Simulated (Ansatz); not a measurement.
Consider Ag.

Input file:

```
crystal:
  lattice:
    - [2.8674622166, 0.0, 0.0]
    - [-1.4337311083, 2.4832951239, 0.0]
    - [0.5619048286, 0.0, 9.3650804762]
  atoms:
    - { symbol: Ag, position: [0.0, 0.0, 0.0] }
    - { symbol: Ag, position: [0.0, 0.0, 0.5] }
    - { symbol: Ag, position: [0.3317548746, 0.6635097492, 0.25] }
    - { symbol: Ag, position: [0.6682451254, 0.3364902508, 0.75] }
basis:
  ecutwfc: 420
kpoints:
  mp_grid: { grid: [24, 24, 6] }
hamiltonian:
  xc: pbesol
scf:
  occupations: { method: gaussian, width: 0.1 }
output:
  forces: true
  stress: true
  eigenvalues: true
  write_density: true
  write_potential: true
  elf: true
  volumetric_format: npy
relax:
  adjacent_minimum: "off"
  f_tol: 0.008
  max_steps: 40
```

Command:

```sh
ansatz run input.yaml --threads 1 --pin off --max-ram 2560MiB --backend cpu --events-out ev --progress --plain --runs-dir out
```

Below, planes, directions and counts refer to the conventional cell (a = 2.87 Å, b = 4.97 Å, c = 9.38 Å, α = 90.00°, β = 93.43°, γ = 90.00°).

The fields are those of the run's last geometry, not of the input's.

Space group C2/c; a structure from a database of computed crystals, not necessarily the ambient phase.

Method: DFT PBEsol, scalar-relativistic, plane waves, PAW (Ansatz 0.2.0).

**Predict the valence pseudo-density and electron localisation function between the atoms.**

Ag–Ag (2.86 Å): the density is about 0.23 e/Å³ at the midpoint; the ELF is about 0.15 at the midpoint (no shared electron pair shows on this line).

**Does the calculation give a band gap?**

It is metallic or semimetallic at this level of theory: no gap opens.

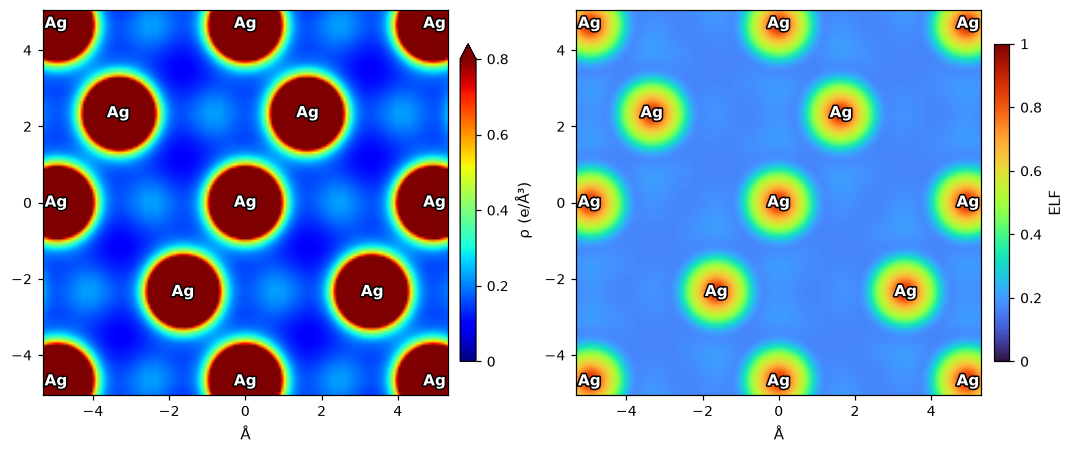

Computed valence pseudo-density and electron localisation function on the (100) plane of the conventional cell, in this order. 

Core electrons are frozen (PAW), and the valence fields are smoothed inside the atomic spheres.
